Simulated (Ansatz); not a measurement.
```
CELL_PARAMETERS angstrom
2.45556 0.00000 0.00000
-1.22778 2.12658 0.00000
0.00000 0.00000 4.39796
ATOMIC_POSITIONS crystal
Cr 0.33333 0.66667 0.25000
Cr 0.66667 0.33333 0.75000
```

Space group P6₃/mmc; computed without spin polarisation.

Computed with DFT PBEsol, scalar-relativistic, plane waves, PAW in Ansatz 0.2.0.

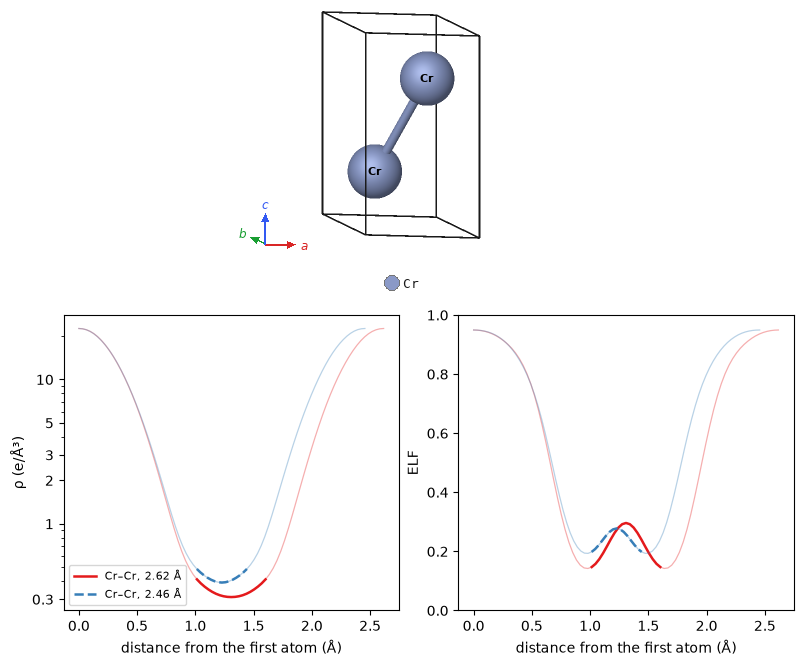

Cr. Valence electron density and electron localisation function along straight lines between neighbouring atoms. Thin, pale parts lie inside the atomic spheres. The structure is drawn too.

The density is the valence pseudo-density of a PAW calculation; it isn't the true density close to the nuclei.

Question: What can be read from the curves?

Answer: Cr–Cr (2.62 Å): ρ at the midpoint is about 0.31 e/Å³; the ELF is about 0.30 at the midpoint (no localised pair shows between them).
Cr–Cr (2.46 Å): the density is about 0.39 e/Å³ at the midpoint; the ELF is about 0.30 at the midpoint; no shared electron pair shows on this line.
